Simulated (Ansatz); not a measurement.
## Run report: Pt, geometry relaxation (part 5 of 5)

The same run, continued: Pt (defect cell, 28 atoms in the cell); DFT, PBE, plane waves, PAW, no spin polarisation (Ansatz 0.2.0); cutoff 420 eV, 1×1×1 k-mesh, Gaussian smearing of 0.1 eV. The structure derives from a Materials Project entry. The run did not end well. It belongs to a series of runs on one base structure; here: Pt interstitial, charge +0, atoms relaxed at the host's cell. The settings are looser than a standard set-up, so the numbers are not reference values.

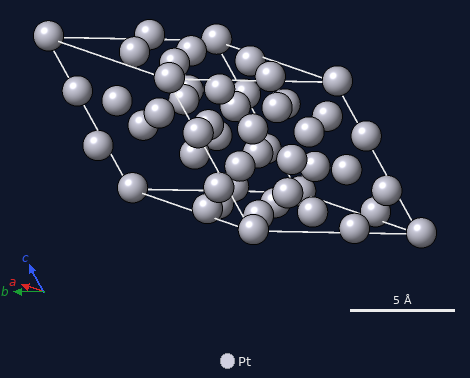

Figure 1. The geometry at step 40 of the log (spheres-only view of the cell of the calculation, seen at an oblique angle).

**Trajectory as extended XYZ, continued**
```
28
Lattice="-5.9553 5.9553 0.0000 -5.9553 0.0000 5.9553 0.0000 5.9553 5.9553" Properties=species:S:1:pos:R:3:forces:R:3 step=34 energy=-350636.84846
Pt    0.1016    0.1524   -0.0358    0.0332  -0.0333  -0.0433
Pt   -2.1732    2.5009    0.0954   -0.0049   0.0399  -0.0692
Pt   -2.0232   -0.0470    2.2567   -0.0486   0.1821  -0.0190
Pt   -0.4608    1.8642    1.8175    0.0974  -0.0426   0.0091
Pt   -4.2062    4.0406   -0.1709    0.1692  -0.2089   0.1161
Pt   -4.3410    2.2037    2.4048    0.0618   0.0495  -0.0316
Pt   -2.1426    3.6621    2.5461   -0.1243   0.0393  -0.1510
Pt   -4.2143   -0.1532    3.6958    0.0871   0.1054  -0.1070
Pt   -1.5291    1.8658    4.3352   -0.0699   0.0607  -0.0697
Pt    0.1089    3.7908    3.8859   -0.0027  -0.0111  -0.0064
Pt   -5.9860    4.1979    1.7326    0.0081  -0.0198   0.1311
Pt   -3.7776    5.4312    2.1126   -0.2845  -0.0338   0.0962
Pt   -6.2651    2.3219    4.1910   -0.1472   0.0200  -0.1044
Pt   -4.0852    4.1953    4.3638   -0.0024   0.0795  -0.0673
Pt   -1.7541    6.0888    3.9252   -0.0540  -0.2249   0.0927
Pt   -3.8969    1.8005    5.1051    0.0985  -0.0809   0.0702
Pt   -1.8844    4.0254    5.8774    0.0854  -0.1763   0.1475
Pt   -8.2231    3.9814    3.9096    0.0181   0.0206   0.1374
Pt   -5.9094    5.8913    3.9000   -0.0433   0.0282   0.0480
Pt   -3.8842    7.7688    4.1265    0.0728   0.1159  -0.0177
Pt   -6.0776    4.0916    6.0252    0.0306   0.0535  -0.1003
Pt   -3.3684    6.1483    6.0004    0.0863   0.0062   0.0810
Pt   -4.0249    4.3544    7.6193   -0.0932  -0.0967   0.0147
Pt   -8.0882    5.8919    6.0447    0.1120   0.0737  -0.0503
Pt   -5.5258    7.5087    6.0982    0.0391  -0.1094   0.0912
Pt   -6.1775    5.7212    7.9383    0.0289   0.0504  -0.0358
Pt   -7.3774    7.9819    7.7557    0.0733   0.0674  -0.1251
Pt   -9.8404    7.8777    7.5385   -0.2267   0.0454  -0.0371
28
Lattice="-5.9553 5.9553 0.0000 -5.9553 0.0000 5.9553 0.0000 5.9553 5.9553" Properties=species:S:1:pos:R:3:forces:R:3 step=35 energy=-350636.91506
Pt    0.1174    0.1291   -0.0239    0.0193  -0.0903   0.0120
Pt   -2.1488    2.4996    0.0942   -0.0133   0.1416  -0.0976
Pt   -2.0682    0.0062    2.2966   -0.1273   0.1161  -0.0361
Pt   -0.4475    1.8532    1.8262    0.0692   0.0019  -0.0098
Pt   -4.2542    3.9796   -0.1534    0.2107  -0.2328   0.1340
Pt   -4.3280    2.2219    2.4134    0.0778   0.0070  -0.0039
Pt   -2.1286    3.6580    2.5115   -0.0898   0.0752  -0.1248
Pt   -4.2623   -0.1558    3.7111    0.1076   0.0270  -0.2536
Pt   -1.5399    1.8685    4.3384   -0.0320   0.0935  -0.1314
Pt    0.0947    3.7825    3.8755    0.0961   0.0234   0.0306
Pt   -6.0319    4.2145    1.8093   -0.1026  -0.0277   0.0339
Pt   -3.7794    5.4114    2.0594   -0.4146  -0.0668   0.1080
Pt   -6.2935    2.3263    4.1663   -0.1987   0.0333  -0.1525
Pt   -4.0509    4.2219    4.3464    0.0376   0.0992  -0.1630
Pt   -1.7445    6.0483    3.9404   -0.0726  -0.2267   0.0351
Pt   -3.9159    1.8092    5.0918    0.0445  -0.0868   0.1118
Pt   -1.8847    4.0046    5.8946    0.1456  -0.1974   0.2153
Pt   -8.2327    4.0393    3.9592   -0.0465  -0.0965   0.1415
Pt   -5.8746    5.9201    3.8792   -0.0737   0.0717   0.1472
Pt   -3.8394    7.7727    4.1180    0.0743   0.1254   0.0055
Pt   -6.0513    4.1010    5.9867    0.0177   0.0807  -0.1404
Pt   -3.3486    6.1466    6.0074    0.0835   0.0286   0.1673
Pt   -4.0255    4.3544    7.6271   -0.0565  -0.0737   0.0232
Pt   -8.0910    5.8916    6.0289    0.1572   0.1389   0.0309
Pt   -5.5039    7.5044    6.0994    0.0308  -0.1389   0.0379
Pt   -6.1863    5.7133    7.9166    0.0686   0.0086  -0.0175
Pt   -7.3759    7.9603    7.7400    0.1569   0.1871  -0.1394
Pt   -9.8306    7.8757    7.5348   -0.1699  -0.0218   0.0361
28
Lattice="-5.9553 5.9553 0.0000 -5.9553 0.0000 5.9553 0.0000 5.9553 5.9553" Properties=species:S:1:pos:R:3:forces:R:3 step=37 energy=-350637.10549
Pt    0.1456    0.0537   -0.0075    0.1012   0.0016   0.0463
Pt   -2.0733    2.4801    0.0677    0.0611   0.0909   0.1550
Pt   -2.1507    0.1133    2.3586   -0.0969  -0.0618   0.0758
Pt   -0.4081    1.8563    1.8305   -0.1068   0.0486  -0.1442
Pt   -4.2677    3.8503   -0.0610   -0.1840  -0.1228  -0.0971
Pt   -4.2753    2.2657    2.4110    0.0506  -0.0460   0.1480
Pt   -2.0856    3.6998    2.4100    0.1605   0.0114   0.0547
Pt   -4.3246   -0.1497    3.7043   -0.0747  -0.0733  -0.1480
Pt   -1.5828    1.9125    4.2867   -0.0272   0.0087   0.0951
Pt    0.1057    3.7830    3.9138    0.0660  -0.0139   0.0564
Pt   -6.1732    4.2390    1.9532   -0.2476   0.0274   0.0534
Pt   -3.8763    5.3803    1.9767    0.2079  -0.0574  -0.3476
Pt   -6.3437    2.3078    4.0738    0.0663   0.0023   0.0606
Pt   -3.9775    4.2791    4.2661    0.0513   0.1110   0.1962
Pt   -1.7595    5.9340    3.9583    0.1995   0.2095  -0.0406
Pt   -3.9625    1.8252    5.1085   -0.1160  -0.1013  -0.1433
Pt   -1.9010    3.9157    5.9539   -0.0614   0.0369  -0.2267
Pt   -8.2616    4.1361    4.0583   -0.0926  -0.0898  -0.0566
Pt   -5.8429    6.0068    3.8770    0.0502  -0.0237  -0.1227
Pt   -3.7626    7.7936    4.1349   -0.0145   0.0084  -0.0601
Pt   -6.0051    4.1425    5.8628    0.0677  -0.1382  -0.1001
Pt   -3.2882    6.1353    6.0448   -0.0200  -0.0445  -0.0528
Pt   -4.0342    4.3287    7.6345    0.0389   0.1903   0.0221
Pt   -8.0829    5.9603    6.0366   -0.2045   0.1016   0.2136
Pt   -5.4707    7.4473    6.0815    0.0073   0.0501   0.0297
Pt   -6.1975    5.6706    7.8844   -0.0690  -0.0216   0.0766
Pt   -7.3496    7.9446    7.7000   -0.0967   0.1127   0.0511
Pt   -9.8205    7.8465    7.5754    0.2836  -0.2175   0.2053
28
Lattice="-5.9553 5.9553 0.0000 -5.9553 0.0000 5.9553 0.0000 5.9553 5.9553" Properties=species:S:1:pos:R:3:forces:R:3 step=38 energy=-350636.95283 accepted=F
Pt    0.1698    0.0012    0.0425   -0.4520   0.0194  -0.4173
Pt   -2.0443    2.5364    0.1168   -0.0658  -0.2942  -0.4018
Pt   -2.2147    0.1893    2.4063    0.4960  -0.0263   0.1195
Pt   -0.3560    1.8702    1.8299    0.2026  -0.1684   0.1244
Pt   -4.3536    3.6923   -0.0165    0.7687   0.8866   0.1857
Pt   -4.2360    2.2618    2.4633    0.1662   0.3373  -0.2265
Pt   -2.0182    3.7248    2.3985   -0.1192   0.0885   0.1719
Pt   -4.3924   -0.1822    3.6744   -0.0520   0.4483   0.4815
Pt   -1.6210    1.9115    4.3133   -0.1208   0.1787  -0.1530
Pt    0.1219    3.7281    3.9212   -0.3104  -0.1509  -0.2106
Pt   -6.3171    4.2614    2.0836    0.3984   0.4540  -0.1398
Pt   -3.9112    5.2870    1.8541   -0.3374  -0.1142   0.8618
Pt   -6.3814    2.3369    4.0224    0.3122  -0.0632   0.1869
Pt   -3.8989    4.3486    4.2555    0.0459  -0.0780  -0.5195
Pt   -1.7184    5.9676    3.9438   -0.1561   0.1486   0.2635
Pt   -4.0353    1.8151    5.0992   -0.4106  -0.0088   0.1637
Pt   -1.8830    3.9236    5.9266    0.1929  -0.0772   0.2407
Pt   -8.3451    4.1720    4.1038    0.0584   0.0259  -0.1324
Pt   -5.8003    6.0767    3.8353   -0.1756  -0.1604   0.0767
Pt   -3.7235    7.7841    4.1362    0.1140  -0.0659   0.1226
Pt   -5.9726    4.1934    5.7577   -0.0540  -0.1715   0.1840
Pt   -3.2124    6.1643    6.0633   -0.2302  -0.1176   0.0277
Pt   -4.0323    4.3153    7.5873    0.0765  -0.1460   0.1484
Pt   -8.1443    6.0015    6.0752    0.4693  -0.3503  -0.5984
Pt   -5.4335    7.3844    6.0875   -0.3310  -0.1448  -0.3556
Pt   -6.2246    5.6375    7.8564    0.1839  -0.1729  -0.0975
Pt   -7.3030    7.9542    7.6498   -0.0830  -0.0753   0.3062
Pt   -9.7446    7.8014    7.6074   -0.5871  -0.2006  -0.4127
28
Lattice="-5.9553 5.9553 0.0000 -5.9553 0.0000 5.9553 0.0000 5.9553 5.9553" Properties=species:S:1:pos:R:3:forces:R:3 step=40 energy=-350637.20871
Pt    0.1409   -0.0014    0.0134   -0.1724  -0.0591   0.0296
Pt   -2.0410    2.4972    0.0831   -0.0678  -0.0013  -0.0498
Pt   -2.2001    0.1716    2.3969    0.0788   0.0265   0.0131
Pt   -0.3747    1.8514    1.8294    0.0554  -0.0002  -0.0333
Pt   -4.2921    3.7689   -0.0440    0.2282   0.0532  -0.0603
Pt   -4.2207    2.3080    2.4337   -0.0419   0.0672  -0.0334
Pt   -2.0066    3.7308    2.3987   -0.0506   0.0277   0.0531
Pt   -4.3814   -0.1586    3.6856    0.0662   0.0988   0.0809
Pt   -1.6355    1.9188    4.3024    0.0309   0.0122   0.0586
Pt    0.1108    3.7421    3.9287   -0.0826  -0.0851  -0.0298
Pt   -6.2831    4.2729    2.0515    0.1353   0.0722   0.0350
Pt   -3.8958    5.2939    1.8972   -0.1082  -0.1208   0.1836
Pt   -6.3424    2.3494    4.0240    0.0623  -0.0187  -0.0081
Pt   -3.9031    4.3293    4.2564    0.0540   0.0107  -0.0815
Pt   -1.7276    5.9938    3.9549    0.0715   0.0906   0.0129
Pt   -4.0444    1.8107    5.1118   -0.1181   0.0010   0.0985
Pt   -1.8889    3.9206    5.9403   -0.0071   0.0297   0.0317
Pt   -8.3201    4.1498    4.0670    0.0039  -0.0352  -0.1111
Pt   -5.8248    6.0469    3.8653   -0.0896   0.0132   0.0406
Pt   -3.7450    7.7790    4.1410   -0.0169  -0.0514   0.1164
Pt   -5.9615    4.1493    5.8037    0.0035  -0.0131   0.1114
Pt   -3.2734    6.1454    6.0626    0.0133   0.0537  -0.0289
Pt   -4.0202    4.3028    7.6254   -0.0152  -0.0640   0.0120
Pt   -8.1090    5.9692    6.0494    0.0675  -0.0370  -0.1334
Pt   -5.4686    7.4365    6.0772   -0.0408   0.0115   0.0041
Pt   -6.2027    5.6455    7.8594   -0.0082   0.0040  -0.0793
Pt   -7.3328    7.9529    7.6794    0.0870  -0.0893  -0.0805
Pt   -9.7823    7.7815    7.6003   -0.1387   0.0035  -0.1520
28
Lattice="-5.9553 5.9553 0.0000 -5.9553 0.0000 5.9553 0.0000 5.9553 5.9553" Properties=species:S:1:pos:R:3:forces:R:3 step=42 energy=-350637.20449 accepted=F
Pt    0.0509   -0.0994    0.0825    0.1495   0.2689  -0.1319
Pt   -2.0003    2.5160    0.0629    0.1310  -0.2141   0.0237
Pt   -2.2163    0.2640    2.4305    0.0189   0.0393   0.1236
Pt   -0.3538    1.8781    1.8296   -0.0174  -0.0628   0.0208
Pt   -4.1874    3.7918   -0.1438   -0.2468  -0.0102  -0.0786
Pt   -4.1978    2.4211    2.4360    0.1164  -0.3178  -0.0186
Pt   -1.9508    3.7671    2.4350   -0.0880   0.0335  -0.0276
Pt   -4.4093   -0.1516    3.6697    0.0123   0.0765  -0.1671
Pt   -1.7206    1.9358    4.4007   -0.0931   0.0002  -0.1670
Pt    0.0952    3.6977    3.9410    0.1095   0.1618   0.1079
Pt   -6.3428    4.2809    2.1733    0.0849   0.1554  -0.5577
Pt   -3.9487    5.1787    1.8895   -0.0913   0.1657   0.0369
Pt   -6.3253    2.4079    3.9355   -0.0273  -0.3162   0.2731
Pt   -3.8176    4.3786    4.2952   -0.0488   0.0171   0.0263
Pt   -1.6422    6.1074    3.9440   -0.0923  -0.1794   0.1608
Pt   -4.2043    1.7778    5.1389    0.1598   0.0766   0.1202
Pt   -1.8556    3.9800    5.9668   -0.1355  -0.2303   0.1571
Pt   -8.3532    4.0841    3.9181   -0.0546   0.1030   0.1333
Pt   -5.8781    6.0637    3.9375    0.0343   0.0982  -0.0181
Pt   -3.7491    7.7194    4.1445   -0.0330   0.2201  -0.1679
Pt   -5.8892    4.0914    5.8156    0.1459  -0.1050  -0.1136
Pt   -3.2719    6.1783    6.0862   -0.0883  -0.0450   0.1381
Pt   -3.9762    4.2652    7.6426   -0.0670  -0.1672  -0.0859
Pt   -8.1516    5.8761    5.9991    0.0616   0.1161   0.0389
Pt   -5.4399    7.5137    6.0796    0.2243  -0.1205   0.0796
Pt   -6.1769    5.6249    7.7989    0.0084   0.0772  -0.1388
Pt   -7.3317    7.9138    7.5983   -0.1820   0.0666   0.2153
Pt   -9.7817    7.6960    7.5870    0.0083   0.0921   0.0172
28
Lattice="-5.9553 5.9553 0.0000 -5.9553 0.0000 5.9553 0.0000 5.9553 5.9553" Properties=species:S:1:pos:R:3:forces:R:3 step=43 energy=-350637.27346
Pt    0.0941   -0.0360    0.0398    0.0643  -0.0360   0.0444
Pt   -2.0252    2.4986    0.0700    0.0101   0.0326  -0.0129
Pt   -2.1971    0.2090    2.4090   -0.0306   0.0348   0.0353
Pt   -0.3700    1.8674    1.8302    0.0101   0.0276  -0.0201
Pt   -4.2354    3.7965   -0.1031    0.0161   0.0467  -0.0327
Pt   -4.2127    2.3519    2.4312   -0.0072   0.0213   0.0339
Pt   -1.9925    3.7464    2.4186    0.0528   0.0568   0.0101
Pt   -4.3851   -0.1458    3.6760    0.0115  -0.0103  -0.0470
Pt   -1.6695    1.9289    4.3461    0.0024   0.0038   0.0400
Pt    0.0979    3.7361    3.9342   -0.0192   0.0023   0.0029
Pt   -6.2921    4.2721    2.0873   -0.0899  -0.0598   0.1191
Pt   -3.9218    5.2496    1.9047   -0.0618  -0.0919  -0.0642
Pt   -6.3293    2.3637    3.9913    0.0160   0.0577  -0.0937
Pt   -3.8709    4.3473    4.2767    0.0324   0.0620   0.0283
Pt   -1.6905    6.0413    3.9540   -0.0280   0.0101  -0.0150
Pt   -4.1090    1.7999    5.1291   -0.0410  -0.0642  -0.0542
Pt   -1.8828    3.9437    5.9607    0.0218  -0.0252  -0.0375
Pt   -8.3245    4.1134    3.9876   -0.0141  -0.0463   0.0018
Pt   -5.8547    6.0495    3.9033    0.0114   0.0115  -0.0242
Pt   -3.7532    7.7546    4.1430   -0.0053  -0.0148  -0.0098
Pt   -5.9263    4.1104    5.8197   -0.0085   0.0041  -0.0260
Pt   -3.2801    6.1579    6.0744    0.0381  -0.0040  -0.0120
Pt   -4.0017    4.2840    7.6395   -0.0107   0.0231   0.0183
Pt   -8.1245    5.9243    6.0195   -0.0056   0.0083   0.0275
Pt   -5.4530    7.4780    6.0840   -0.0152  -0.0063   0.0104
Pt   -6.1900    5.6381    7.8283    0.0053  -0.0596   0.0061
Pt   -7.3371    7.9298    7.6487   -0.0168   0.0064  -0.0051
Pt   -9.7894    7.7477    7.5910    0.0616   0.0094   0.0762
28
Lattice="-5.9553 5.9553 0.0000 -5.9553 0.0000 5.9553 0.0000 5.9553 5.9553" Properties=species:S:1:pos:R:3:forces:R:3 step=45 energy=-350637.29370
Pt    0.0773   -0.0585    0.0551    0.0114   0.0239   0.0027
Pt   -2.0123    2.5028    0.0630    0.0114  -0.0093  -0.0070
Pt   -2.2024    0.2389    2.4233   -0.0264   0.0403   0.0311
Pt   -0.3614    1.8793    1.8283   -0.0056  -0.0147  -0.0135
Pt   -4.2168    3.8008   -0.1317    0.0191  -0.0151  -0.0652
Pt   -4.1959    2.3670    2.4420    0.0055  -0.0128   0.0184
Pt   -1.9783    3.7637    2.4136    0.0165   0.0083  -0.0121
Pt   -4.3997   -0.1364    3.6592    0.0198   0.0127  -0.0436
Pt   -1.6875    1.9403    4.3619   -0.0100  -0.0112   0.0192
Pt    0.0871    3.7382    3.9387   -0.0192   0.0171  -0.0005
Pt   -6.3250    4.2727    2.1285    0.0072   0.0193  -0.0122
Pt   -3.9534    5.2120    1.8888   -0.0580  -0.0355  -0.0040
Pt   -6.3221    2.3638    3.9670    0.0140  -0.0531  -0.0020
Pt   -3.8392    4.3693    4.2775    0.0132   0.0445   0.0289
Pt   -1.6771    6.0597    3.9494    0.0014   0.0080   0.0316
Pt   -4.1390    1.7899    5.1411    0.0117  -0.0036   0.0212
Pt   -1.8800    3.9450    5.9718   -0.0405  -0.0375  -0.0059
Pt   -8.3323    4.1083    3.9650   -0.0151  -0.0003   0.0073
Pt   -5.8591    6.0656    3.9182   -0.0082   0.0076  -0.0016
Pt   -3.7555    7.7473    4.1473   -0.0021   0.0071   0.0113
Pt   -5.8965    4.0907    5.8046    0.0115  -0.0037  -0.0216
Pt   -3.2766    6.1624    6.0866    0.0395  -0.0119   0.0108
Pt   -3.9920    4.2648    7.6468    0.0085   0.0139  -0.0167
Pt   -8.1381    5.9125    6.0130    0.0151   0.0225   0.0017
Pt   -5.4403    7.4973    6.0964    0.0045  -0.0111   0.0197
Pt   -6.1856    5.6253    7.7993   -0.0107  -0.0347  -0.0188
Pt   -7.3389    7.9182    7.6401   -0.0092   0.0188   0.0056
Pt   -9.7857    7.7175    7.6003   -0.0052   0.0104   0.0153
```

**Outcome**

- outcome: not converged
- wall time: 3.3 min (CPU time 10 min)
- peak memory: 0.77 GiB

Settings chosen away from the usual ones: Pt interstitial, charge +0, atoms relaxed at the host's cell. The run did not converge: “geometry relaxation did not converge after 45 steps: max|allowed force component| = 6.52e-2 eV/Å (threshold 2.5e-2). Raise `relax.max_steps` over both its present limit and 45, loosen `relax.f_tol`, or start from a geometry closer to equilibrium …” Its last values are not results. The k-point mesh is coarse (a preliminary or cheap run), so energies and forces are approximate.
